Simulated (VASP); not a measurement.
## Driving VASP from ASE on SiC

Do ASE scripts that read SiC from different structure formats give one answer, and do several routes find one equilibrium volume? All runs use PBE. Left out of this account: 1 further run (fields: a reference on another mesh). The start is a computed cell from the Materials Project.

Method: PBE; plane waves and PAW (Si, C), in VASP 6.6.1.

## Step 1: Set-up

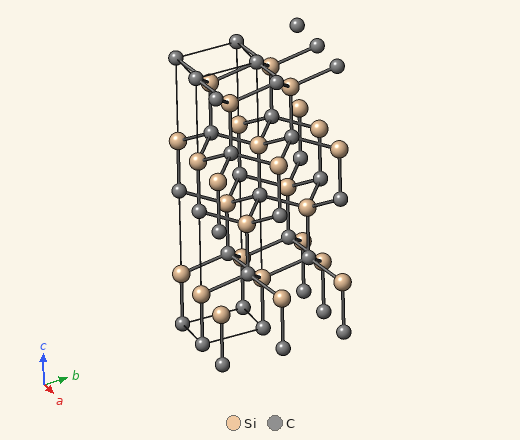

Start, viewed slightly off an axis; silicon light orange, carbon grey. 2×2×1 cells are drawn. Bonds to atoms that aren't drawn are left out. Some periodic images of atoms are drawn too.

As a file:

```
Si C
1.0
     3.07569    0.00000    0.00000
    -1.53785    2.66363    0.00000
     0.00000    0.00000   10.07065
Si C
4 4
Cartesian
  1.5378 0.8879 9.4447
  0.0000 1.7758 4.4094
  0.0000 0.0000 6.9275
  0.0000 0.0000 1.8922
  1.5378 0.8879 7.5510
  0.0000 1.7758 2.5157
  0.0000 0.0000 5.0400
  0.0000 0.0000 0.0046
```

## Step 2: Total energy, forces and stress (PBE, through ASE)

A single point through ASE, with the structure read from an extended xyz file.

File run.py:

```python
import numpy as np
from ase.calculators.vasp import Vasp
from ase.io import read
from ase.dft.bandgap import bandgap

atoms = read('SiC.xyz')

calc = Vasp(
    xc='pbe',
    pp='PBE',
    prec='Accurate',
    encut=520,
    ediff=1e-06,
    nelm=100,
    ismear=-1,
    sigma=0.05,
    lreal=False,
    algo='Normal',
    nbands=24,
    lorbit=11,
    lwave=False,
    lcharg=False,
    kpar=8,
    isif=2,
    pp_version='64',
    setups={'Si': '', 'C': ''},
    kpts=(9, 9, 3),
    gamma=True,
    txt='vasp.out',
)
atoms.calc = calc

print("energy (eV):", round(atoms.get_potential_energy(), 6))
print("Fermi level (eV):", round(calc.get_fermi_level(), 4))
print("forces (eV/A):")
print(np.round(atoms.get_forces(), 4))
print("stress (GPa, Voigt, tension positive):", np.round(atoms.get_stress() * 160.21766, 3))
gap, p1, p2 = bandgap(calc, direct=False)
print("gap on the mesh (eV):", round(gap, 4))
```

File SiC.xyz:

```xyz
8
Lattice="3.0756941497 0.0000000000 0.0000000000 -1.5378470748 2.6636292679 0.0000000000 0.0000000000 0.0000000000 10.0706464800" Properties=species:S:1:pos:R:3 pbc="T T T"
Si     1.5378470902      0.8878764138      9.4446750347
Si    -0.0000000153      1.7757528541      4.4093517947
Si     0.0000000000      0.0000000000      6.9275411166
Si     0.0000000000      0.0000000000      1.8922178766
C      1.5378470902      0.8878764138      7.5509968137
C     -0.0000000153      1.7757528541      2.5156735737
C      0.0000000000      0.0000000000      5.0399562409
C      0.0000000000      0.0000000000      0.0046330009
```

PAW data sets: Si and C (PBE family, release 64).

On the command line:

```sh
$ export ASE_VASP_COMMAND="mpirun -np 8 vasp_std"
$ python run.py
```

Output:

```text
energy (eV): -60.230461
Fermi level (eV): 9.2341
forces (eV/A):
[[ 0.     -0.     -0.0049]
 [-0.      0.     -0.0049]
 [ 0.     -0.      0.0022]
 [-0.     -0.      0.0022]
 [-0.      0.      0.0056]
 [ 0.      0.      0.0056]
 [-0.      0.     -0.0028]
 [ 0.     -0.     -0.0028]]
stress (GPa, Voigt, tension positive): [-3.91  -3.91  -3.769 -0.    -0.    -0.   ]
gap on the mesh (eV): 2.3391
```

Wall time 9 s (8 MPI ranks of Intel Xeon Platinum 8259CL at 2.50GHz (Skylake/Cascade Lake), shared host); peak memory 1.8 GiB; 60 s of CPU time.

The logs omit lines about the potential files and the build; timing stands in the text.

The INCAR that ASE wrote:

```
ENCUT = 520.000000
SIGMA = 0.050000
EDIFF = 1.00e-06
ALGO = Normal
GGA = PE
PREC = Accurate
ISIF = 2
ISMEAR = -1
KPAR = 8
LORBIT = 11
NBANDS = 24
NELM = 100
LCHARG = .FALSE.
LWAVE = .FALSE.
LREAL = .FALSE.
```

The KPOINTS that ASE wrote:

```
KPOINTS created by Atomic Simulation Environment
0
Gamma
9 9 3
0 0 0
```

VASP's own log, vasp.out:

```text
[banner, memory and clock lines left out]
running    8 mpi-ranks, on    1 nodes
 distrk:  each k-point on    1 cores,    8 groups
 distr:  one band on    1 cores,    1 groups

 POSCAR found type information on POSCAR SiC
 POSCAR found :  2 types and       8 ions
|                                                                             |
|           W    W    AA    RRRRR   N    N  II  N    N   GGGG   !!!           |
|           W    W   A  A   R    R  NN   N  II  NN   N  G    G  !!!           |
|           W    W  A    A  R    R  N N  N  II  N N  N  G       !!!           |
|           W WW W  AAAAAA  RRRRR   N  N N  II  N  N N  G  GGG   !            |
|           WW  WW  A    A  R   R   N   NN  II  N   NN  G    G                |
|           W    W  A    A  R    R  N    N  II  N    N   GGGG   !!!           |
|                                                                             |
|     For optimal performance we recommend to set                             |
|       NCORE = 2 up to number-of-cores-per-socket                            |
|     NCORE specifies how many cores store one orbital (NPAR=cpu/NCORE).      |
|     This setting can greatly improve the performance of VASP for DFT.       |
|     The default, NCORE=1 might be grossly inefficient on modern             |
|     multi-core architectures or massively parallel machines. Do your        |
|     Unfortunately you need to use the default for GW and RPA                |
|     calculations (for HF NCORE is supported but not extensively tested      |
|     yet).                                                                   |
|                                                                             |

 LDA part: xc-table for (Slater+PW92), standard interpolation
 POSCAR, INCAR and KPOINTS ok, starting setup
 FFT: planning ... GRIDC
 FFT: planning ... GRID_SOFT
 FFT: planning ... GRID
 WAVECAR not read
 entering main loop
       N       E                     dE             d eps       ncg     rms          rms(c)
DAV:   1     0.783287789955E+02    0.78329E+02   -0.14654E+04  1152   0.121E+03
DAV:   2    -0.607710956344E+02   -0.13910E+03   -0.12976E+03  1576   0.200E+02
DAV:   3    -0.675926964956E+02   -0.68216E+01   -0.67793E+01  1520   0.434E+01
DAV:   4    -0.676844695977E+02   -0.91773E-01   -0.91677E-01  1520   0.586E+00
DAV:   5    -0.676863344649E+02   -0.18649E-02   -0.18646E-02  1528   0.787E-01    0.177E+01
DAV:   6    -0.604365945796E+02    0.72497E+01   -0.21314E+01  1480   0.209E+01    0.794E+00
DAV:   7    -0.602628030691E+02    0.17379E+00   -0.20874E+00  1600   0.670E+00    0.341E+00
DAV:   8    -0.602323802056E+02    0.30423E-01   -0.11847E-01  1392   0.173E+00    0.982E-01
DAV:   9    -0.602298935892E+02    0.24866E-02   -0.16775E-02  1496   0.729E-01    0.163E-01
DAV:  10    -0.602303817886E+02   -0.48820E-03   -0.13833E-03  1520   0.195E-01    0.779E-02
DAV:  11    -0.602304582432E+02   -0.76455E-04   -0.19791E-04  1472   0.911E-02    0.161E-02
DAV:  12    -0.602304603935E+02   -0.21503E-05   -0.82400E-06  1512   0.163E-02    0.574E-03
DAV:  13    -0.602304613237E+02   -0.93023E-06   -0.53727E-07  1072   0.441E-03
   1 F= -.60230461E+02 E0= -.60230461E+02  d E =-.487767E-10
```

From OUTCAR (step 2):

```text
ion  position               nearest neighbor table
   1  0.667  0.333  0.938-   8 1.88   8 1.88   8 1.88   5 1.89   3 3.08   3 3.08   3 3.08   4 3.08
                             4 3.08   4 3.08
   2  0.333  0.667  0.438-   7 1.88   7 1.88   7 1.88   6 1.89   4 3.08   4 3.08   4 3.08   3 3.08
                             3 3.08   3 3.08
   3  0.000  0.000  0.688-   5 1.88   5 1.88   5 1.88   7 1.89   1 3.08   1 3.08   1 3.08   2 3.08
                             2 3.08   2 3.08
   4  0.000  0.000  0.188-   6 1.88   6 1.88   6 1.88   8 1.89   2 3.08   2 3.08   2 3.08   1 3.08
                             1 3.08   1 3.08
   5  0.667  0.333  0.750-   3 1.88   3 1.88   3 1.88   1 1.89
   6  0.333  0.667  0.250-   4 1.88   4 1.88   4 1.88   2 1.89
   7  0.000  0.000  0.500-   2 1.88   2 1.88   2 1.88   3 1.89
   8  0.000  0.000  0.000-   1 1.88   1 1.88   1 1.88   4 1.89

  LATTYP: Found a hexagonal cell.
 ALAT       =     3.0756941497
 C/A-ratio  =     3.2742678530

 Subroutine GETGRP returns: Found 12 space group operations
 (whereof  6 operations were pure point group operations)

The static configuration has the point symmetry C_3v.
 The point group associated with its full space group is C_6v.

 Found     24 irreducible k-points:

   k-points           NKPTS =     24   k-points in BZ     NKDIM =     24   number of bands    NBANDS=     24

   dimension x,y,z NGX =    24 NGY =   24 NGZ =   80
   dimension x,y,z NGXF=    48 NGYF=   48 NGZF=  160

   ENCUT  =  520.0 eV  38.22 Ry    6.18 a.u.   5.72  5.72 18.72*2*pi/ulx,y,z

   NELECT =      32.0000    total number of electrons

 k-points in reciprocal lattice and weights: KPOINTS created by Atomic Simulation Env
   0.00000000  0.00000000  0.00000000       0.004
   0.11111111  0.00000000  0.00000000       0.025
   0.22222222  0.00000000  0.00000000       0.025
   0.33333333  0.00000000  0.00000000       0.025
   0.44444444  0.00000000  0.00000000       0.025
   0.11111111  0.11111111  0.00000000       0.025
   0.22222222  0.11111111  0.00000000       0.049
   0.33333333  0.11111111  0.00000000       0.049
   0.44444444  0.11111111  0.00000000       0.025
[...]
0.33333333  0.22222222  0.33333333       0.099
   0.33333333  0.33333333  0.33333333       0.016

 average (electrostatic) potential at core
       1 -80.3552       2 -80.3552       3 -80.3113       4 -80.3113       5 -44.7053
       6 -44.7053       7 -44.7678       8 -44.7678

 E-fermi :   9.2341

 k-point     1 :       0.0000    0.0000    0.0000
  band No.  band energies     occupation
    ...
     12       7.6281      2.00000
     13       7.6281      2.00000
     14       8.1576      2.00000
     15       8.2111      2.00000
     16       8.2111      2.00000
     17      13.3271      0.00000
     18      13.9064      0.00000
     19      14.5322      0.00000
     20      14.5509      0.00000
     21      15.2021      0.00000
    ...

 k-point     2 :       0.1111    0.0000    0.0000
  band No.  band energies     occupation
    ...
     12       7.2467      2.00000
     13       7.3355      2.00000
     14       7.4438      2.00000
     15       8.0134      2.00000
     16       8.1125      2.00000
     17      13.5974      0.00000
     18      14.2361      0.00000
     19      14.2779      0.00000
     20      14.8684      0.00000
     21      15.0966      0.00000
    ...

 k-point     3 :       0.2222    0.0000    0.0000
  band No.  band energies     occupation
    ...
     12       5.9330      2.00000
     13       6.6914      2.00000
     14       6.7368      2.00000
     15       7.5471      2.00000
     16       7.7692      2.00000
     17      12.3172      0.00000
     18      12.9063      0.00000
     19      13.5074      0.00000
     20      14.6264      0.00000
     21      15.1780      0.00000
    ...

  Total        2.0132499      2.0132499      1.9407789      0.0000000      0.0000000      0.0000000
  in kB       39.0961492     39.0961492     37.6888041      0.0000000      0.0000000      0.0000000
  external PRESSURE =      38.6270342 kB  Pullay stress =       0.0000000 kB

  energy-cutoff  :      520.00
  volume of cell :       82.50
      direct lattice vectors                 reciprocal lattice vectors
     3.075694150  0.000000000  0.000000000     0.325129857  0.187713811  0.000000000
    -1.537847075  2.663629268  0.000000000     0.000000000  0.375427621  0.000000000
     0.000000000  0.000000000 10.070646480     0.000000000  0.000000000  0.099298491

 POSITION                                       TOTAL-FORCE (eV/Angst)
 -----------------------------------------------------------------------------------
      1.53785      0.88788      9.44468         0.000000     -0.000000     -0.004881
     -0.00000      1.77575      4.40935        -0.000000      0.000000     -0.004881
      0.00000      0.00000      6.92754         0.000000     -0.000000      0.002157
      0.00000      0.00000      1.89222        -0.000000     -0.000000      0.002157
      1.53785      0.88788      7.55100        -0.000000      0.000000      0.005553
     -0.00000      1.77575      2.51567         0.000000      0.000000      0.005553
      0.00000      0.00000      5.03996        -0.000000      0.000000     -0.002828
      0.00000      0.00000      0.00463         0.000000     -0.000000     -0.002828
 -----------------------------------------------------------------------------------
    total drift:                               -0.000000     -0.000000      0.000084

  FREE ENERGIE OF THE ION-ELECTRON SYSTEM (eV)
  ---------------------------------------------------
  free  energy   TOTEN  =       -60.2304613237 eV

  energy  without entropy=      -60.2304613237  energy(sigma->0) =      -60.23046132

 total charge
# of ion       s       p       d       tot
------------------------------------------
    1        0.708   0.973   0.000   1.681
    2        0.708   0.973   0.000   1.681
    3        0.708   0.971   0.000   1.680
    4        0.708   0.971   0.000   1.680
    5        0.838   1.713   0.000   2.551
    6        0.838   1.713   0.000   2.551
    7        0.838   1.711   0.000   2.549
    8        0.838   1.711   0.000   2.549
--------------------------------------------------
tot          6.184  10.738   0.000  16.922

[... 3 further parts left out ...]
```

The gap is read on the k-mesh alone, so it is an upper bound where the band edges lie off the mesh. At this level the cell is under a pressure of 3.9 GPa, so at these settings it is away from equilibrium.

This step gave:

* SCF cycles: 13
* electrons: 32
* bands: 24
* irreducible k-points: 24
* symmetry operations: 12
* free energy (TOTEN): -60.2305 eV
* Fermi energy: 9.234 eV
* pressure: 3.863 GPa
* metallic: no
* valence top at k: 0, 0, 0
* conduction bottom at k: 0.4444, 0, 0
* least direct gap at k: 0.4444, 0, 0
* gap on the k-mesh: 2.339 eV
* least direct gap on the k-mesh: 3.429 eV

The pressure is 3.86 GPa and the largest force 0.006 eV/Å, so the cell is not at a minimum at these settings.

## Step 3: Self-consistent run (PBE, through ASE)

The single point through ASE, with the structure read from a CIF with its space group. The mesh changes to 8×8×3, so this is no clean test of the format.

run.py, as its differences from that of step 2:

```diff
@@ -5,3 +5,3 @@
 
-atoms = read('SiC.xyz')
+atoms = read('SiC.cif')
 
@@ -26,3 +26,3 @@
     setups={'Si': '', 'C': ''},
-    kpts=(9, 9, 3),
+    kpts=(8, 8, 3),
     gamma=True,
```

File SiC.cif:

```cif
data_SiC
_cell_length_a 3.07569415
_cell_length_b 3.07569415
_cell_length_c 10.07064648
_cell_angle_alpha 90.00000000
_cell_angle_beta 90.00000000
_cell_angle_gamma 120.00000000
_space_group_name_H-M_alt 'P6_3mc'
_space_group_name_Hall 'P 6c -2c'
_space_group_IT_number 186
loop_
_space_group_symop_operation_xyz
'x,y,z'
'x-y,x,z+1/2'
'-y,x-y,z'
'-x,-y,z+1/2'
'-x+y,-x,z'
'y,-x+y,z+1/2'
'y,x,z+1/2'
'x,x-y,z'
'x-y,-y,z+1/2'
'-y,-x,z'
'-x,-x+y,z+1/2'
'-x+y,y,z'
loop_
_atom_site_label
_atom_site_type_symbol
_atom_site_symmetry_multiplicity
_atom_site_Wyckoff_symbol
_atom_site_fract_x
_atom_site_fract_y
_atom_site_fract_z
_atom_site_occupancy
Si1 Si 2 b 0.6666666667 0.3333333333 0.9378419800 1
Si2 Si 2 a 0.0000000000 0.0000000000 0.6878943800 1
C1 C 2 b 0.6666666667 0.3333333333 0.7498025900 1
C2 C 2 a 0.0000000000 0.0000000000 0.5004600500 1
```

Output:

```text
energy (eV): -60.228888
Fermi level (eV): 9.2393
forces (eV/A):
[[-0.     -0.     -0.0044]
 [ 0.      0.     -0.0044]
 [ 0.     -0.      0.0026]
 [-0.     -0.      0.0026]
 [-0.      0.      0.005 ]
 [ 0.     -0.      0.005 ]
 [ 0.     -0.     -0.0032]
 [-0.     -0.     -0.0032]]
stress (GPa, Voigt, tension positive): [-3.916 -3.916 -3.762 -0.    -0.    -0.   ]
gap on the mesh (eV): 2.2249
```

Elapsed: 8.8 s, on 8 MPI ranks; peak memory 1.7 GiB; 59 s of CPU time.

ASE turned this into the INCAR:

```
ENCUT = 520.000000
SIGMA = 0.050000
EDIFF = 1.00e-06
ALGO = Normal
GGA = PE
PREC = Accurate
ISIF = 2
ISMEAR = -1
KPAR = 8
LORBIT = 11
NBANDS = 24
NELM = 100
LCHARG = .FALSE.
LWAVE = .FALSE.
LREAL = .FALSE.
```

The KPOINTS that ASE wrote:

```
KPOINTS created by Atomic Simulation Environment
0
Gamma
8 8 3
0 0 0
```

vasp.out:

```text
[banner, memory and clock lines left out]
running    8 mpi-ranks, on    1 nodes
 distrk:  each k-point on    1 cores,    8 groups
 distr:  one band on    1 cores,    1 groups

 POSCAR found type information on POSCAR SiC
 POSCAR found :  2 types and       8 ions
 [... a notice as in an earlier step ...]

 LDA part: xc-table for (Slater+PW92), standard interpolation
 POSCAR, INCAR and KPOINTS ok, starting setup
 FFT: planning ... GRIDC
 FFT: planning ... GRID_SOFT
 FFT: planning ... GRID
 WAVECAR not read
 entering main loop
       N       E                     dE             d eps       ncg     rms          rms(c)
DAV:   1     0.743115907055E+02    0.74312E+02   -0.14593E+04   960   0.121E+03
DAV:   2    -0.609334208402E+02   -0.13525E+03   -0.12659E+03  1336   0.196E+02
DAV:   3    -0.675973371550E+02   -0.66639E+01   -0.66244E+01  1280   0.428E+01
DAV:   4    -0.676842728012E+02   -0.86936E-01   -0.86872E-01  1224   0.573E+00
DAV:   5    -0.676860219004E+02   -0.17491E-02   -0.17487E-02  1272   0.759E-01    0.177E+01
DAV:   6    -0.604363659383E+02    0.72497E+01   -0.21318E+01  1224   0.209E+01    0.794E+00
DAV:   7    -0.602612641931E+02    0.17510E+00   -0.20616E+00  1352   0.669E+00    0.341E+00
DAV:   8    -0.602307252277E+02    0.30539E-01   -0.11633E-01  1208   0.172E+00    0.982E-01
DAV:   9    -0.602283188807E+02    0.24063E-02   -0.16479E-02  1240   0.725E-01    0.163E-01
DAV:  10    -0.602288079418E+02   -0.48906E-03   -0.13817E-03  1216   0.194E-01    0.777E-02
DAV:  11    -0.602288844821E+02   -0.76540E-04   -0.20180E-04  1232   0.915E-02    0.160E-02
DAV:  12    -0.602288866686E+02   -0.21864E-05   -0.83141E-06  1216   0.166E-02    0.575E-03
DAV:  13    -0.602288875676E+02   -0.89907E-06   -0.51755E-07   920   0.433E-03
   1 F= -.60228888E+02 E0= -.60228888E+02  d E =-.500929E-10
```

From OUTCAR (step 3):

```text
  LATTYP: Found a hexagonal cell.
 ALAT       =     3.0756941500
 C/A-ratio  =     3.2742678527

 Found     20 irreducible k-points:

   k-points           NKPTS =     20   k-points in BZ     NKDIM =     20   number of bands    NBANDS=     24

   NELECT =      32.0000    total number of electrons

 E-fermi :   9.2393

 k-point     1 :       0.0000    0.0000    0.0000
  band No.  band energies     occupation
    ...
     12       7.6284      2.00000
     13       7.6284      2.00000
     14       8.1579      2.00000
     15       8.2115      2.00000
     16       8.2115      2.00000
     17      13.3273      0.00000
     18      13.9065      0.00000
     19      14.5324      0.00000
     20      14.5510      0.00000
     21      15.2021      0.00000
    ...

 k-point     2 :       0.1250    0.0000    0.0000
  band No.  band energies     occupation
    ...
     12       7.1877      2.00000
     13       7.2670      2.00000
     14       7.2686      2.00000
     15       7.9746      2.00000
     16       8.0821      2.00000
     17      13.4785      0.00000
     18      14.1431      0.00000
     19      14.2368      0.00000
     20      14.9150      0.00000
     21      15.1668      0.00000
    ...

  Total        2.0165775      2.0165775      1.9371753      0.0000000      0.0000000      0.0000000
  in kB       39.1607701     39.1607701     37.6188255      0.0000000      0.0000000      0.0000000
  external PRESSURE =      38.6467886 kB  Pullay stress =       0.0000000 kB

 POSITION                                       TOTAL-FORCE (eV/Angst)
 -----------------------------------------------------------------------------------
      1.53785      0.88788      9.44468        -0.000000     -0.000000     -0.004443
      0.00000      1.77575      4.40935         0.000000      0.000000     -0.004443
      0.00000      0.00000      6.92754         0.000000     -0.000000      0.002642
      0.00000      0.00000      1.89222        -0.000000     -0.000000      0.002642
      1.53785      0.88788      7.55100        -0.000000      0.000000      0.005011
      0.00000      1.77575      2.51567         0.000000     -0.000000      0.005011
      0.00000      0.00000      5.03996         0.000000     -0.000000     -0.003210
      0.00000      0.00000      0.00463        -0.000000     -0.000000     -0.003210
 -----------------------------------------------------------------------------------
    total drift:                               -0.000000     -0.000000      0.000088

  FREE ENERGIE OF THE ION-ELECTRON SYSTEM (eV)
  ---------------------------------------------------
  free  energy   TOTEN  =       -60.2288875676 eV

  energy  without entropy=      -60.2288875676  energy(sigma->0) =      -60.22888757

[... 7 parts as in an earlier step ...]

[... 6 further parts left out ...]
```

Numbers from this step:

```yaml
irreducible_k_points: 20
free_energy_toten: -60.2289 eV
fermi_energy: 9.239 eV
pressure: 3.865 GPa
conduction_bottom_at_k: 0.5, 0, 0
least_direct_gap_at_k: 0.5, 0, 0
gap_on_the_k_mesh: 2.225 eV
least_direct_gap_on_the_k_mesh: 3.347 eV
```

The energy lies +0.20 meV an atom from the first script, on another mesh.

(Part 1 of 3 ends here.)

[Lines on the potential files, build, host, timing and source positions are cut from VASP's logs without a mark.]

[Logs are printed without paths, hosts, clocks, repeated set-up lines and the standing remarks that a program may print on its own settings, such as how far it seeks lower states.]

[Hosts, paths, dates, database ids (printed as entryN), source tags and the programs' standing remarks are cut or masked in the printed files.]

[A measured line is paired with the nearest computed mode of its activity, which favours agreement.]
